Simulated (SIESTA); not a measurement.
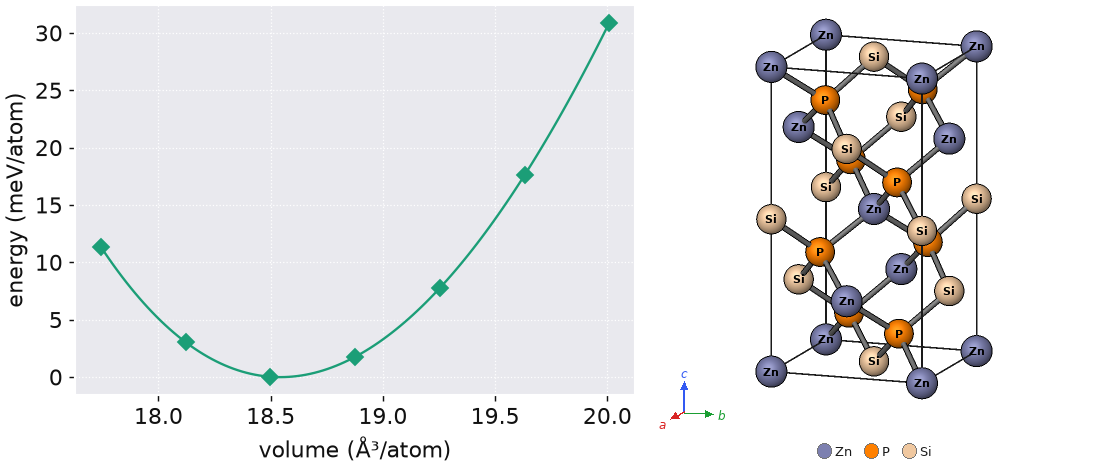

The figure shows the energy against volume for ZnSiP₂, space group I-42d (No. 122). The conventional cell is drawn beside the plot.

The given structure:
```
Zn P Si
1.0
    -2.68670    2.68670    5.23003
     2.68670   -2.68670    5.23003
     2.68670    2.68670   -5.23003
Zn P Si
2 4 2
Direct
  0.75000 0.25000 0.50000
  0.00000 0.00000 0.00000
  0.14230 0.62500 0.01730
  0.60770 0.12500 0.98270
  0.87500 0.85770 0.48270
  0.37500 0.39230 0.51730
  0.25000 0.75000 0.50000
  0.50000 0.50000 0.00000
```

How it was computed, with SIESTA 5.4.2: DFT in numerical atomic orbitals with pseudopotentials, no spin polarisation; energies at scaled volumes of the given cell, shape and fractions fixed, counted from the fit's minimum, third-order Birch-Murnaghan fit. Level: LDA.

- k mesh: 5×5×5
- occupations: Fermi–Dirac
- smearing width: 0.05 eV
- potentials: PseudoDojo 0.4 standard, converted to PSML, two zetas on semicore shells
- program settings: basis DZP, mesh cutoff 800 Ry

This calculation gives: equilibrium volume 18.54 Å³/atom and bulk modulus 97.7 GPa.

Now the level changes from LDA to PBEsol. Predict the effect.

The equilibrium volume rises from 18.54 to 19.00 Å³/atom (+2.5 %) and the bulk modulus falls from 97.7 to 93.2 GPa (−4.6 %).

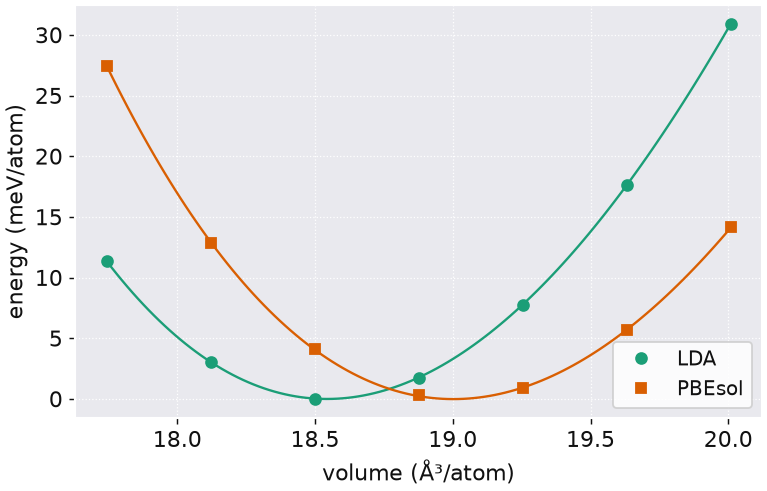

The two results together.

For both, limits of the calculation: mulliken charges of long orbitals; short basis over semicore shells; valence orbitals made in semicore potential; shape and atomic fractions are frozen while scaling, which makes layered, chain and framework solids too stiff.

V0 and the bulk modulus come from third-order Birch–Murnaghan fits.
